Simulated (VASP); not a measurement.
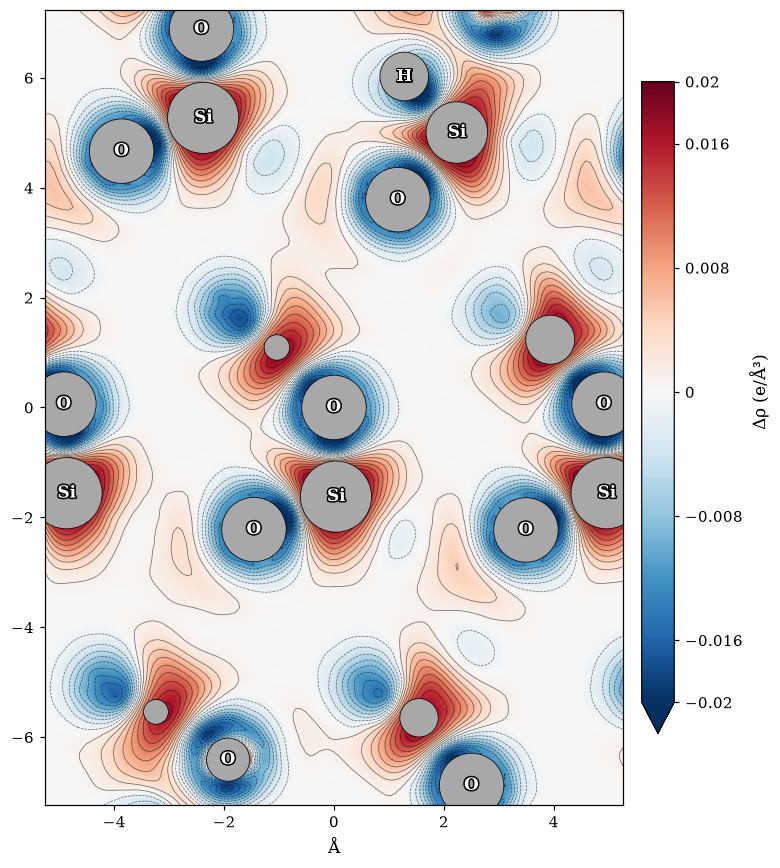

Si$_{12}$HO$_{24}$ (cell with a defect). Difference of the valence pseudo-densities of two functionals at the same geometry, on the (101) plane of the calculation cell: PBE less r2SCAN.

Both computed with VASP (plane waves, PAW), on the same k-point mesh. Grey discs cover the atomic cores.

Si$_{12}$HO$_{24}$ (cell with a defect), 74 atoms, a = 9.83 Å, b = 9.83 Å, c = 10.82 Å, α = 90.00°, β = 90.00°, γ = 120.00°.

What does the difference map show?

Against r2SCAN, PBE gives more density around Si (+0.004 e/Å³ on average at 0.9 Å from the nucleus), less density around O (−0.011 e/Å³ on average at 0.7 Å from the nucleus) and a change of −0.011 e/Å³ at the midpoint of Si–H and −0.009 e/Å³ at the midpoint of Si–O.
